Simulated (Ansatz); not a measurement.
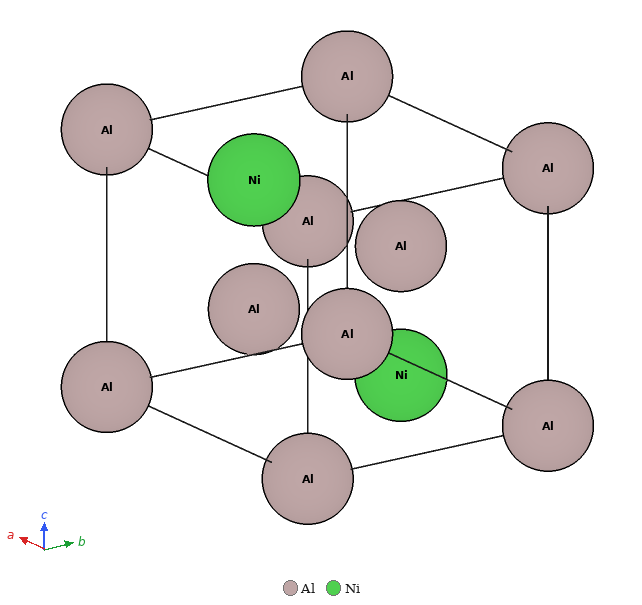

This spheres-only model is shown from a general direction. Atoms at the boundary of the conventional unit cell (the box) are drawn once for each face, edge or corner they touch.

In words:

- Chemical formula Al$_{3}$Ni$_{2}$.
- The lattice is primitive hexagonal and the space group P-3m1 (No. 164).
- Counting shared atoms by their share gives 3 Al, 2 Ni, or 5 atoms.

The structure comes from a structure listed in the Materials Project. It was relaxed with Ansatz, DFT PBEsol, scalar-relativistic, plane waves, PAW under a constraint or pressure on the cell, so some stress remains.
